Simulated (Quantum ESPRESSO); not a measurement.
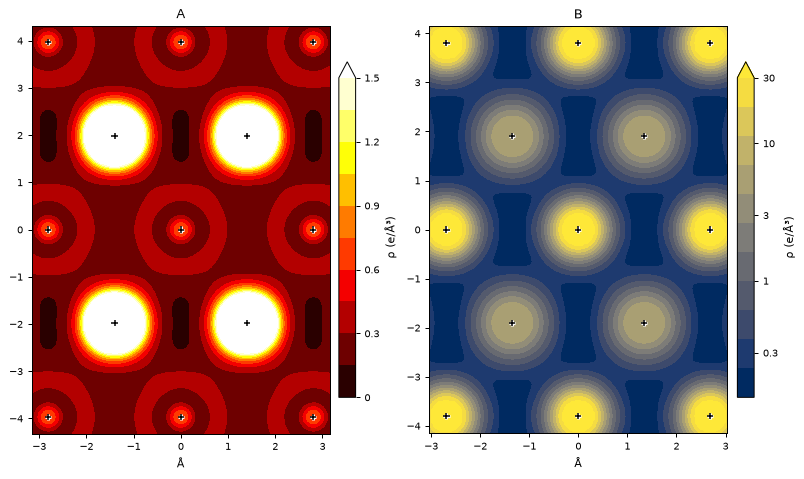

The valence electron density of 2 systems, each on a plane through atoms (crosses mark nuclei in the plane).

Method: Kohn-Sham DFT of a periodic cell, PBE, SSSP 1.3 efficiency PBE (Quantum ESPRESSO 7.5).

System 1: ZnO, the (11̄0) plane of the conventional cell. Space group Pm-3m; a generated structure, not necessarily the stable one.

```yaml
crystal:
  lattice:
    - [2.68821, 0.00000, 0.00000]
    - [0.00000, 2.68821, 0.00000]
    - [0.00000, 0.00000, 2.68821]
  atoms:
    - { symbol: Zn, position: [0.00000, 0.00000, 0.00000] }
    - { symbol: O, position: [0.50000, 0.50000, 0.50000] }
```

System 2: SiO, the (101̄) plane of the conventional cell. Space group Pm-3m; a generated structure, not necessarily the stable one.

Q: Match each panel to its system.

A: Panel A is system 2, SiO: the plane holds Si and O. Si–O (2.43 Å): the density is about 0.27 e/Å³ at the midpoint. Panel B is system 1, ZnO: the plane holds Zn and O. Zn–O (2.33 Å): ρ at the midpoint is about 0.28 e/Å³.
